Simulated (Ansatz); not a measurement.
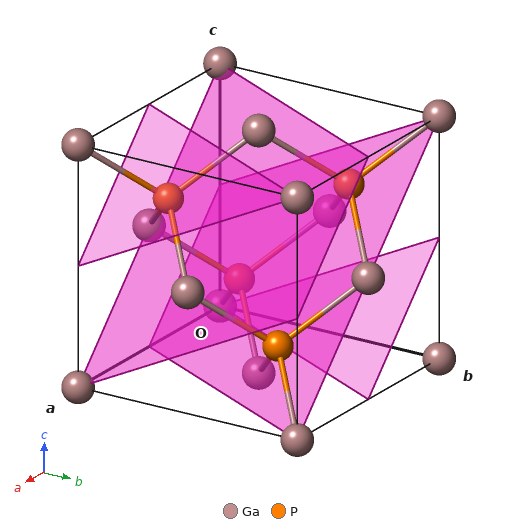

Every member of one family of equally spaced planes, hx + ky + lz = a whole number, that cuts the unit cell is shaded (one member passes through the origin O). Crystal: GaP, the end point of a relaxation with Ansatz, DFT PBE, scalar-relativistic, plane waves, PAW; the starting structure was generated, so it need not be a known form of this composition. Geometry calculated from the standardised cell; symmetry tolerance 0.002 Å.

a = 5.506 Å, b = 5.506 Å, c = 5.506 Å, α = 90.00°, β = 90.00°, γ = 90.00°.

Q: What are the Miller indices?

A: (2 −1 2); the opposite sign names the same planes. The member next to the origin meets the axes a at 1/2, b at −1, c at 1/2.

Q: What is the spacing?

A: d = 1.835 Å.

Q: Which atoms of the cell lie in these planes (within 0.03 Å)?

A: 2 of the 4 Ga.

Q: The space group is F-43m, No. 216. How many reflections hkl are equivalent to this one (itself included), and does it occur?

A: 24 reflections are equivalent in the Laue class m-3m. The reflection is systematically absent, by the centring.
